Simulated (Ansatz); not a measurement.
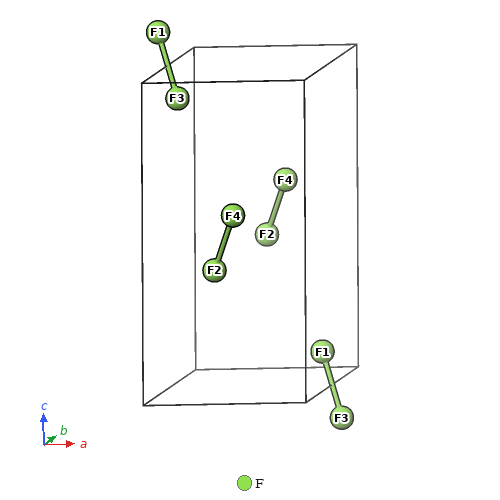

The system is F (C2/c, No. 15; 4 atoms in the cell); the picture shows the reference structure. The energy is mapped over volume and the cell's shape. The first coordinate is: volume per atom; the second: stretch along a over the lengths across it, relative to the relaxed cell. Nothing is relaxed (fractional coordinates fixed). The grid has 9 × 9 points. Points are written as (first, second). All energies are given in meV/atom relative to the lowest grid point. Theory: Ansatz, DFT PBE+D3(BJ), scalar-relativistic, plane waves, PAW. Settings: cutoff 520 eV, k-mesh 8×8×4 in the order of the run's cell vectors, gaussian smearing 0.05 eV, no spin polarisation.

Its coordinates:

```
CELL_PARAMETERS angstrom
2.81815 -1.79120 0.29741
2.81815 1.79120 0.29741
-0.83599 0.00000 6.74692
ATOMIC_POSITIONS crystal
F 0.91386 0.58555 0.09393
F 0.41445 0.08614 0.40607
F 0.08614 0.41445 0.90607
F 0.58555 0.91386 0.59393
```

Range: volume per atom from 15.18 to 19.32 Å³; stretch along a over the lengths across it, relative to the relaxed cell from 0.923 to 1.083.

What landscape does the calculation give?

The lowest grid point is at (17.25 Å³, 1.000). The highest grid point, (15.18 Å³, 1.083), lies 103.3 meV/atom above the lowest. The gap on the k-mesh is 3.0 eV at the lowest point and runs from 2.1 to 4.2 eV over the map.

| second ↓, first → | 15.18 | 15.70 | 16.22 | 16.73 | 17.25 | 17.77 | 18.29 | 18.80 | 19.32 |
| --- | --- | --- | --- | --- | --- | --- | --- | --- | --- |
| 1.083 | 103.3 | 71.0 | 46.1 | 27.5 | 14.4 | 6.1 | 2.0 | 1.4 | 3.9 |
| 1.062 | 83.5 | 55.0 | 33.6 | 18.2 | 8.0 | 2.4 | 0.7 | 2.4 | 7.0 |
| 1.041 | 66.0 | 41.2 | 23.2 | 10.8 | 3.5 | 0.5 | 1.2 | 5.0 | 11.7 |
| 1.020 | 51.0 | 29.7 | 14.8 | 5.5 | 0.9 | 0.3 | 3.3 | 9.2 | 17.7 |
| 1.000 | 38.2 | 20.3 | 8.6 | 2.0 | 0.0 | 1.8 | 6.9 | 14.8 | 25.1 |
| 0.980 | 27.7 | 13.1 | 4.3 | 0.4 | 0.8 | 4.9 | 12.0 | 21.8 | 33.9 |
| 0.961 | 19.3 | 7.8 | 1.8 | 0.6 | 3.3 | 9.5 | 18.7 | 30.2 | 43.9 |
| 0.942 | 13.0 | 4.4 | 1.2 | 2.4 | 7.4 | 15.7 | 26.6 | 39.9 | 55.1 |
| 0.923 | 8.7 | 3.0 | 2.3 | 5.8 | 13.0 | 23.2 | 35.9 | 50.7 | 67.4 |

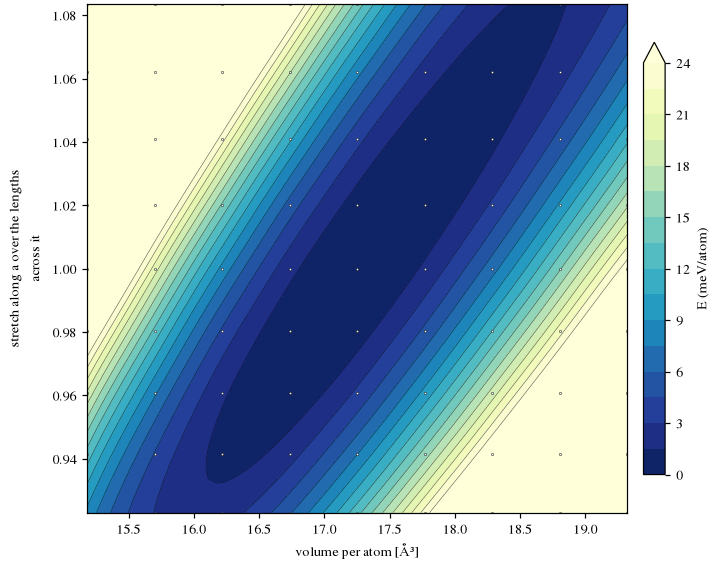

In the figure: filled contours, dots at the grid points, one colour for all values above the top of the scale. Between grid points the surface is interpolated.

Each point was launched as `ansatz run input.yaml --threads 1 --pin off --max-ram 2048MiB --backend cpu --events-out ev --progress --plain --runs-dir out`. Time for the 81 points that were run: 6.3 min on 1 thread of Arm Neoverse V2 (shared host).
